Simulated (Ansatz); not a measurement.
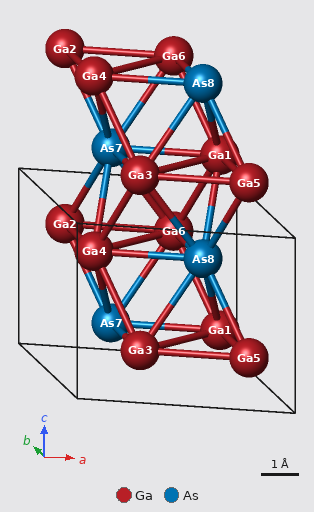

Crystalline Ga$_{3}$As (built on the Ni3Sn (D0_19)_194 type), before the relaxation. Style: ball-and-stick. Shown: the cell of the calculation, repeated 1 × 1 × 2 with one cell outlined, slightly off an axis.

Case: Ni3Sn (D0_19) type (P6_3/mmc, No. 194).

The calculation used Ansatz 0.2.0, DFT r2SCAN, scalar-relativistic, plane waves, PAW.

Input
```yaml
crystal:
  lattice:
    - [6.1465418087, 0.0, 0.0]
    - [-3.0732709044, 5.3230613518, 0.0]
    - [0.0, 0.0, 4.9335481657]
  atoms:
    - { symbol: Ga, position: [0.833, 0.666, 0.25] }
    - { symbol: Ga, position: [0.167, 0.833, 0.75] }
    - { symbol: Ga, position: [0.334, 0.167, 0.25] }
    - { symbol: Ga, position: [0.167, 0.334, 0.75] }
    - { symbol: Ga, position: [0.833, 0.167, 0.25] }
    - { symbol: Ga, position: [0.666, 0.833, 0.75] }
    - { symbol: As, position: [0.3333333333, 0.6666666667, 0.25] }
    - { symbol: As, position: [0.6666666667, 0.3333333333, 0.75] }
basis:
  ecutwfc: 500
kpoints:
  mp_grid: { grid: [6, 6, 8] }
hamiltonian:
  xc: r2scan
scf:
  occupations: { method: gaussian, width: 0.1 }
output:
  forces: true
  stress: true
  eigenvalues: true
relax:
  adjacent_minimum: "off"
  f_tol: 0.01
  max_steps: 80
  cell: { stress_tol: 0.05 }
```

Command:
```bash
ansatz run input.yaml --threads 1 --pin off --max-ram 3072MiB --backend cpu --events-out ev --progress --plain --runs-dir out
```

Q: Where does the relaxation end?

A: The atoms keep their places relative to the cell (all moves are under 0.005 Å). Cell: a = b 6.147 → 5.838 Å (−5.0 %), c 4.934 → 5.049 Å (+2.3 %). Volume −7.7 %. Near-neighbour distances that change, for instance: Ga1–Ga3 3.079 → 2.923 Å, Ga1–As7 3.073 → 2.919 Å, Ga1–Ga3 (another image) 3.067 → 2.915 Å, Ga1–Ga2 3.041 → 3.036 Å. Among the angles between lasting bonds that change: Ga3–Ga4–Ga3 108.4° → 112.5°, Ga3–Ga4–Ga5 60.8° → 57.5°. The space group stays P6_3/mmc (No. 194). The energy falls by 17.1 meV per atom in 10 accepted moves (12 points after the start). Largest force component: 0.03 eV/Å at the start, 0.0014 eV/Å at the end. Pressure: −3.31 GPa at the start and −0.03 GPa at the end. The line search rejected the trial step at point 9 of the run. At 1 point the geometry stayed and the basis and grid were re-selected for the new cell (energy shift of 0.3 meV per atom at most each time). The run took 11 min on 1 thread of Arm Neoverse V2, with other jobs on the host, peak memory 0.94 GiB.

Final geometry:

```xyz
8
Lattice="5.8385 0.0000 0.0000 -2.9192 5.0563 0.0000 0.0000 0.0000 5.0485" Properties=species:S:1:pos:R:3 pbc="T T T"
Ga    2.9192    3.3686    1.2621
Ga   -1.4577    4.2124    3.7864
Ga    1.4616    0.8438    1.2621
Ga    0.0000    1.6877    3.7864
Ga    4.3769    0.8438    1.2621
Ga    1.4577    4.2124    3.7864
As    0.0000    3.3708    1.2621
As    2.9192    1.6854    3.7864
```

After the run, drawn alike:

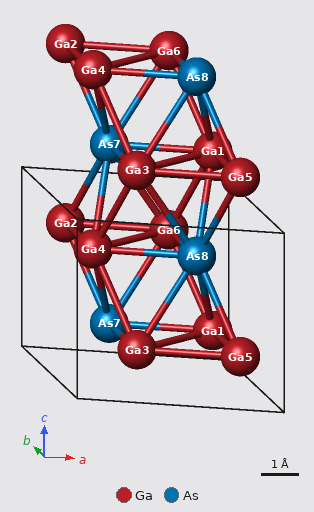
